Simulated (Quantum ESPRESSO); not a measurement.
**Hf: fields calculation**

System: Hf (P1, 4 atoms in the cell).
Method: Kohn-Sham DFT of a periodic cell, PBE with D3, JTH 2.0 PBE, no spin polarisation (Quantum ESPRESSO 7.5).

The structure derives from an entry of the Crystallography Open Database.

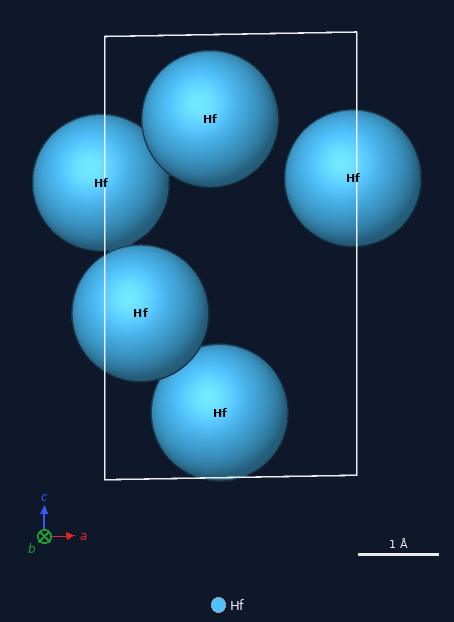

The input geometry (spheres-only view of the cell of the calculation, along the b axis). An atom can appear more than once, as a periodic image.

**The input**
```
&CONTROL
  calculation = 'scf'
  prefix = 'pwscf'
  outdir = './tmp'
  pseudo_dir = './pseudo'
  tprnfor = .true.
  tstress = .true.
  disk_io = 'low'
/
&SYSTEM
  ibrav = 0
  nat = 4
  ntyp = 1
  ecutwfc = 36
  ecutrho = 216
  nbnd = 33
  occupations = 'smearing'
  smearing = 'mv'
  degauss = 0.00734986
  vdw_corr = 'grimme-d3'
  dftd3_version = 3
/
&ELECTRONS
  conv_thr = 8d-10
  electron_maxstep = 120
  mixing_beta = 0.5
/
ATOMIC_SPECIES
Hf   178.4900 Hf.GGA_PBE-JTH.UPF
CELL_PARAMETERS angstrom
  -3.1856928300   -0.0287836000   -0.0057535100
  -0.0091031700   -0.0697356500   -5.0522109700
  -0.0498546500   -5.6041405300   -0.0763405900
ATOMIC_POSITIONS crystal
Hf     0.4557836800    0.7382144100    0.1466375300
Hf     0.9847450100    0.7126503700    0.6701474700
Hf     0.1412690700    0.2361438900    0.3737340300
Hf     0.4182022500    0.3129913300    0.8094809800
K_POINTS automatic
8 5 5 0 0 0
```

**File pp_density.in**
```
&INPUTPP
  prefix = 'pwscf'
  outdir = './tmp'
  filplot = 'density.dat'
  plot_num = 0
/
&PLOT
  nfile = 1
  filepp(1) = 'density.dat'
  iflag = 3
  output_format = 6
  fileout = 'density.cube'
/
```

**File pp_potential.in**
```
&INPUTPP
  prefix = 'pwscf'
  outdir = './tmp'
  filplot = 'potential.dat'
  plot_num = 11
/
&PLOT
  nfile = 1
  filepp(1) = 'potential.dat'
  iflag = 3
  output_format = 6
  fileout = 'potential.cube'
/
```

**File pp_potential_ks.in**
```
&INPUTPP
  prefix = 'pwscf'
  outdir = './tmp'
  filplot = 'potential_ks.dat'
  plot_num = 1
/
&PLOT
  nfile = 1
  filepp(1) = 'potential_ks.dat'
  iflag = 3
  output_format = 6
  fileout = 'potential_ks.cube'
/
```

Launch command:
```bash
OMP_NUM_THREADS=1 pw.x -in pw.in > pw.out
OMP_NUM_THREADS=1 pp.x -in pp_density.in > pp_density.out
OMP_NUM_THREADS=1 pp.x -in pp_potential.in > pp_potential.out
OMP_NUM_THREADS=1 pp.x -in pp_potential_ks.in > pp_potential_ks.out
```

**What the program printed**
```
This program is part of the open-source Quantum ESPRESSO suite
     for quantum simulation of materials; please cite
         "P. Giannozzi et al., J. Phys.:Condens. Matter 21 395502 (2009);
         "P. Giannozzi et al., J. Phys.:Condens. Matter 29 465901 (2017);
         "P. Giannozzi et al., J. Chem. Phys. 152 154105 (2020);
          URL
     in publications or presentations arising from this work. More details at

     file Hf.GGA_PBE-JTH.UPF: wavefunction(s)  5S 5P 6P 5D 0D renormalized

     G-vector sticks info
     --------------------
     sticks:   dense  smooth     PW     G-vecs:    dense   smooth      PW
     Sum         991     665    201                32631    17781    2995

     Using Slab Decomposition

     bravais-lattice index     =            0
     lattice parameter (alat)  =       6.0203  a.u.
     unit-cell volume          =     608.5177 (a.u.)^3
     number of atoms/cell      =            4
     number of atomic types    =            1
     number of electrons       =        48.00
     number of Kohn-Sham states=           33
     kinetic-energy cutoff     =      36.0000  Ry
     charge density cutoff     =     216.0000  Ry
     scf convergence threshold =      8.0E-10
     mixing beta               =       0.5000
     number of iterations used =            8  plain     mixing
     Exchange-correlation= SLA PW PBX PBC
                           (   1   4   3   4   0   0   0)

     celldm(1)=   6.020343  celldm(2)=   0.000000  celldm(3)=   0.000000
     celldm(4)=   0.000000  celldm(5)=   0.000000  celldm(6)=   0.000000

     crystal axes: (cart. coord. in units of alat)
               a(1) = (  -0.999958  -0.009035  -0.001806 )
               a(2) = (  -0.002857  -0.021889  -1.585839 )
               a(3) = (  -0.015649  -1.759084  -0.023963 )

     reciprocal axes: (cart. coord. in units 2 pi/alat)
               b(1) = ( -1.000126  0.008874  0.001680 )
               b(2) = (  0.001062  0.008582 -0.630701 )
               b(3) = (  0.005124 -0.568630  0.007840 )

     PseudoPot. # 1 for Hf read from file:
     Hf.GGA_PBE-JTH.UPF
     Pseudo is Projector augmented-wave + core cor, Zval = 12.0
     Generated using ATOMPAW code
     Shape of augmentation charge: SINC**2
     Using radial grid of 1119 points,  6 beta functions with:
                l(1) =   0
                l(2) =   0
                l(3) =   1
                l(4) =   1
                l(5) =   2
                l(6) =   2
     Q(r) pseudized with 0 coefficients

     atomic species   valence    mass     pseudopotential
     Hf               12.00   178.49000     Hf( 1.00)

     No symmetry found

   Cartesian axes

     site n.     atom                  positions (alat units)
         1        Hf     tau(   1) = (  -0.4601684  -0.2782248  -1.1750263  )
         2        Hf     tau(   2) = (  -0.9972266  -1.2033425  -1.1479857  )
         3        Hf     tau(   3) = (  -0.1477864  -0.6638751  -0.3836970  )
         4        Hf     tau(   4) = (  -0.4317463  -1.4345750  -0.5165064  )

     --------------------------------------------
     DFT-D3 Dispersion Correction (3-body terms):
     --------------------------------------------
       Reference C6 values for interpolation:

         atom   Coordination number   C6
         Hf         0.000          2882.48
         Hf         1.925          1560.77
         Hf         3.884           841.95

       Values used:

         atom   Coordination number  R0_AB[au]  C6      C8
         Hf        10.686            4.011    841.95 170130.07
         Hf        11.084            4.011    841.95 170130.07
         Hf        10.353            4.011    841.95 170130.07
         Hf        10.227            4.011    841.95 170130.07

         Molecular C6 ( Ry / a.u.^6 ) =     13471.25

     number of k points=   101  Marzari-Vanderbilt smearing, width (Ry)=  0.0073

     Number of k-points >= 100: set verbosity='high' to print them.

     Dense  grid:    32631 G-vectors     FFT dimensions: (  30,  45,  50)

     Smooth grid:    17781 G-vectors     FFT dimensions: (  24,  40,  45)

     Check: negative core charge=   -0.000005

     Initial potential from superposition of free atoms

     starting charge      47.9923, renormalised to      48.0000
     Starting wfcs are   72 randomized atomic wfcs

     Self-consistent Calculation

     iteration #  1     ecut=    36.00 Ry     beta= 0.50
     Davidson diagonalization with overlap
     ethr =  1.00E-02,  avg # of iterations =  2.0

     Threshold (ethr) on eigenvalues was too large:
     Diagonalizing with lowered threshold

     Davidson diagonalization with overlap
     ethr =  8.32E-04,  avg # of iterations =  1.0

     total energy              =   -2784.63669101 Ry
     estimated scf accuracy    <       0.40706114 Ry

     iteration #  2     ecut=    36.00 Ry     beta= 0.50
     Davidson diagonalization with overlap
     ethr =  8.48E-04,  avg # of iterations =  5.3

     total energy              =   -2784.52161776 Ry
     estimated scf accuracy    <       2.72354984 Ry

     iteration #  3     ecut=    36.00 Ry     beta= 0.50
     Davidson diagonalization with overlap
     ethr =  8.48E-04,  avg # of iterations =  2.9

     total energy              =   -2784.81180135 Ry
     estimated scf accuracy    <       0.03846720 Ry

     iteration #  4     ecut=    36.00 Ry     beta= 0.50
     Davidson diagonalization with overlap
     ethr =  8.01E-05,  avg # of iterations =  5.9

     total energy              =   -2784.81771469 Ry
     estimated scf accuracy    <       0.01077391 Ry

     iteration #  5     ecut=    36.00 Ry     beta= 0.50
     Davidson diagonalization with overlap
     ethr =  2.24E-05,  avg # of iterations =  3.1

     total energy              =   -2784.81807348 Ry
     estimated scf accuracy    <       0.01272088 Ry

     iteration #  6     ecut=    36.00 Ry     beta= 0.50
     Davidson diagonalization with overlap
     ethr =  2.24E-05,  avg # of iterations =  1.4

     total energy              =   -2784.81966666 Ry
     estimated scf accuracy    <       0.00097072 Ry

     iteration #  7     ecut=    36.00 Ry     beta= 0.50
     Davidson diagonalization with overlap
     ethr =  2.02E-06,  avg # of iterations =  6.2

     total energy              =   -2784.81983782 Ry
     estimated scf accuracy    <       0.00030456 Ry

     iteration #  8     ecut=    36.00 Ry     beta= 0.50
     Davidson diagonalization with overlap
     ethr =  6.35E-07,  avg # of iterations =  2.0

     total energy              =   -2784.81988661 Ry
     estimated scf accuracy    <       0.00001879 Ry

     iteration #  9     ecut=    36.00 Ry     beta= 0.50
     Davidson diagonalization with overlap
     ethr =  3.91E-08,  avg # of iterations =  2.1

     total energy              =   -2784.81988998 Ry
     estimated scf accuracy    <       0.00000162 Ry

     iteration # 10     ecut=    36.00 Ry     beta= 0.50
     Davidson diagonalization with overlap
     ethr =  3.37E-09,  avg # of iterations =  4.0

     total energy              =   -2784.81989042 Ry
     estimated scf accuracy    <       0.00000017 Ry

     iteration # 11     ecut=    36.00 Ry     beta= 0.50
     Davidson diagonalization with overlap
     ethr =  3.64E-10,  avg # of iterations =  3.3

     total energy              =   -2784.81989052 Ry
     estimated scf accuracy    <       0.00000002 Ry

     iteration # 12     ecut=    36.00 Ry     beta= 0.50
     Davidson diagonalization with overlap
     ethr =  4.53E-11,  avg # of iterations =  2.7

     total energy              =   -2784.81989053 Ry
     estimated scf accuracy    <          3.6E-09 Ry

     iteration # 13     ecut=    36.00 Ry     beta= 0.50
     Davidson diagonalization with overlap
     ethr =  7.51E-12,  avg # of iterations =  3.1

     End of self-consistent calculation

     Number of k-points >= 100: set verbosity='high' to print the bands.

     the Fermi energy is    14.6899 ev

!    total energy              =   -2784.81989053 Ry
     total all-electron energy =     -2784.819891 Ry
     estimated scf accuracy    <          4.9E-10 Ry
     smearing contrib. (-TS)   =      -0.00009946 Ry
     internal energy E=F+TS    =   -2784.81979107 Ry

     The total energy is F=E-TS. E is the sum of the following terms:
     one-electron contribution =     -80.98041073 Ry
     hartree contribution      =      56.66410304 Ry
     xc contribution           =    -106.71651913 Ry
     ewald contribution        =    -305.14213329 Ry
     DFT-D3 Dispersion         =      -0.10642782 Ry
     one-center paw contrib.   =   -2348.53840313 Ry

     convergence has been achieved in  13 iterations

     Forces acting on atoms (cartesian axes, Ry/au):

     atom    1 type  1   force =    -0.04034983   -0.02666980   -0.00381825
     atom    2 type  1   force =     0.05329433    0.07787250   -0.16522103
     atom    3 type  1   force =     0.04994440    0.07547748    0.01004850
     atom    4 type  1   force =    -0.06288891   -0.12668017    0.15899078

     Total force =     0.303529     Total SCF correction =     0.000051

     Computing stress (Cartesian axis) and pressure

          total   stress  (Ry/bohr**3)                   (kbar)     P=       42.71
   0.00009178   0.00019167  -0.00012921           13.50       28.20      -19.01
   0.00019167   0.00016931  -0.00017912           28.20       24.91      -26.35
  -0.00012921  -0.00017912   0.00060998          -19.01      -26.35       89.73

=------------------------------------------------------------------------------=
   JOB DONE.
=------------------------------------------------------------------------------=
```

**File pp_density.out**
```
This program is part of the open-source Quantum ESPRESSO suite
     for quantum simulation of materials; please cite
         "P. Giannozzi et al., J. Phys.:Condens. Matter 21 395502 (2009);
         "P. Giannozzi et al., J. Phys.:Condens. Matter 29 465901 (2017);
         "P. Giannozzi et al., J. Chem. Phys. 152 154105 (2020);
          URL
     in publications or presentations arising from this work. More details at

     ./tmp/pwscf.save/
     file Hf.GGA_PBE-JTH.UPF: wavefunction(s)  5S 5P 6P 5D 0D renormalized

     IMPORTANT: XC functional enforced from input :
     Exchange-correlation= PBE
                           (   1   4   3   4   0   0   0)
     Any further DFT definition will be discarded
     Please, verify this is what you really want

     G-vector sticks info
     --------------------
     sticks:   dense  smooth     PW     G-vecs:    dense   smooth      PW
     Sum         991     665    201                32631    17781    2995

     Using Slab Decomposition

     Check: negative core charge=   -0.000005

     Calling punch_plot, plot_num =   0
     Writing data to file  density.dat
     Reading data from file  density.dat

     Writing data to be plotted to file density.cube
     Plot Type: 3D                     Output format: Gaussian cube

=------------------------------------------------------------------------------=
   JOB DONE.
=------------------------------------------------------------------------------=
```

**File pp_potential.out**
```
This program is part of the open-source Quantum ESPRESSO suite
     for quantum simulation of materials; please cite
         "P. Giannozzi et al., J. Phys.:Condens. Matter 21 395502 (2009);
         "P. Giannozzi et al., J. Phys.:Condens. Matter 29 465901 (2017);
         "P. Giannozzi et al., J. Chem. Phys. 152 154105 (2020);
          URL
     in publications or presentations arising from this work. More details at

     ./tmp/pwscf.save/
     file Hf.GGA_PBE-JTH.UPF: wavefunction(s)  5S 5P 6P 5D 0D renormalized

     IMPORTANT: XC functional enforced from input :
     Exchange-correlation= PBE
                           (   1   4   3   4   0   0   0)
     Any further DFT definition will be discarded
     Please, verify this is what you really want

     G-vector sticks info
     --------------------
     sticks:   dense  smooth     PW     G-vecs:    dense   smooth      PW
     Sum         991     665    201                32631    17781    2995

     Using Slab Decomposition

     Check: negative core charge=   -0.000005

     Calling punch_plot, plot_num =  11
     Writing data to file  potential.dat
     Reading data from file  potential.dat

     Writing data to be plotted to file potential.cube
     Plot Type: 3D                     Output format: Gaussian cube

=------------------------------------------------------------------------------=
   JOB DONE.
=------------------------------------------------------------------------------=
```

**File pp_potential_ks.out**
```
This program is part of the open-source Quantum ESPRESSO suite
     for quantum simulation of materials; please cite
         "P. Giannozzi et al., J. Phys.:Condens. Matter 21 395502 (2009);
         "P. Giannozzi et al., J. Phys.:Condens. Matter 29 465901 (2017);
         "P. Giannozzi et al., J. Chem. Phys. 152 154105 (2020);
          URL
     in publications or presentations arising from this work. More details at

     ./tmp/pwscf.save/
     file Hf.GGA_PBE-JTH.UPF: wavefunction(s)  5S 5P 6P 5D 0D renormalized

     IMPORTANT: XC functional enforced from input :
     Exchange-correlation= PBE
                           (   1   4   3   4   0   0   0)
     Any further DFT definition will be discarded
     Please, verify this is what you really want

     G-vector sticks info
     --------------------
     sticks:   dense  smooth     PW     G-vecs:    dense   smooth      PW
     Sum         991     665    201                32631    17781    2995

     Using Slab Decomposition

     Check: negative core charge=   -0.000005

     Calling punch_plot, plot_num =   1
     Writing data to file  potential_ks.dat
     Reading data from file  potential_ks.dat

     Writing data to be plotted to file potential_ks.cube
     Plot Type: 3D                     Output format: Gaussian cube

=------------------------------------------------------------------------------=
   JOB DONE.
=------------------------------------------------------------------------------=
```

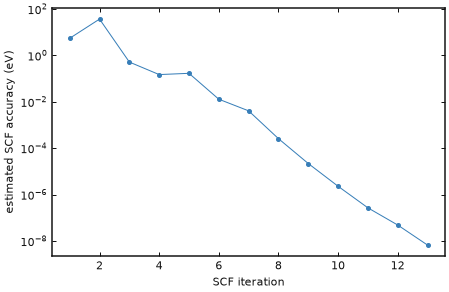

Convergence of the self-consistent field: estimated SCF accuracy against the iteration. The field takes 13 iterations in all.

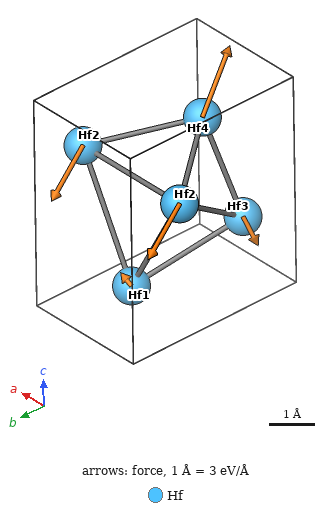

Forces on the atoms as orange arrows (ball-and-stick view of the cell of the calculation, seen at an oblique angle; atoms are numbered from 1 in the order of the input). The largest act on Hf4 (5.47 eV/Å); Hf2 (4.89 eV/Å); Hf3 (2.34 eV/Å). The geometry is not a stationary point of this energy.

**Results in brief**

| quantity | value |
| --- | --- |
| outcome | converged |
| space group (tolerance 0.01 Å) | P1 (1) |
| electrons treated | 48 |
| free energy | −37889.4048 eV |
| gap on the k-point mesh | none (metallic) |
| pressure | 4.27 GPa |
| largest force (length of the vector) | 5.471 eV/Å |
| hardware | 1 thread of Intel Xeon (Granite Rapids), 16 GiB of memory available, shared host |
| wall time | 97 s |
| peak memory | 0.26 GiB |

**Remarks**

Spin–orbit coupling is left out, which matters for Hf.
